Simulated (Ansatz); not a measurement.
Take the following structure.

```
W Se
1.0
     3.45243    0.12978   -0.15613
    -1.61383    2.98648    0.19248
     0.81840   -2.31338   16.78298
W Se
1 2
Cartesian
  3.0249 0.4702 8.3568
  1.2098 -0.5659 10.0492
  1.4011 -0.6684 6.6924
```

Q: Say what kind of structure these coordinates give.

A: The structure is one of WSe2. Counting shared atoms by their share gives 1 W, 2 Se, or 3 atoms. The polyhedra are WSe6 trigonal prisms; they share edges. W is coordinated by six Se in a distorted trigonal prismatic arrangement at 2.42 to 2.77 Å. The Se atoms are each bonded to three W in a trigonal pyramidal arrangement at 2.42 to 2.77 Å. Not all metal-metal contacts are counted. The bonds build WSe2 layers parallel to (001).

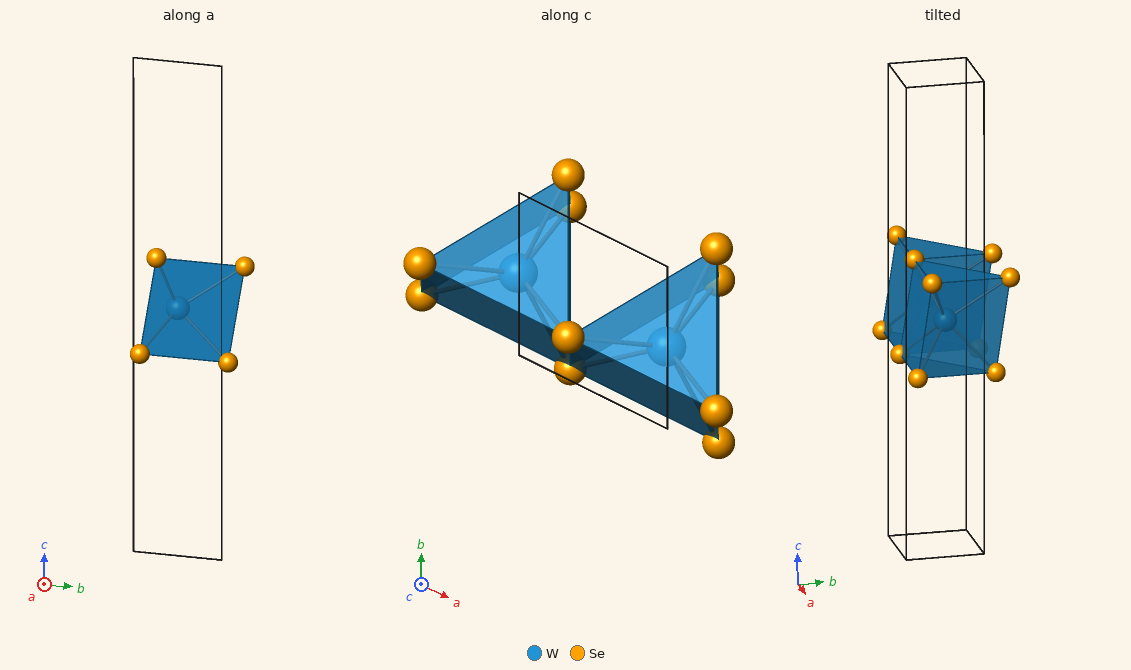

Crystal structure, polyhedral style, seen along the a axis, along the c axis and slightly off an axis. Thin lines show the cell (the run's own, in a reduced setting), with boundary atoms drawn in all their periodic places. Some atoms of the next cells are drawn as well. Colours: tungsten blue, selenium orange.

The initial geometry was a structure listed in the Materials Project. The cell was then strained or its atoms displaced on purpose. It was run through Ansatz as a DFT input.

At this level of theory the run's own cell isn't at rest (stretched, at -4 GPa and forces up to 1.8 eV/Å), so its distances can differ from those at equilibrium, the more so the softer the solid.
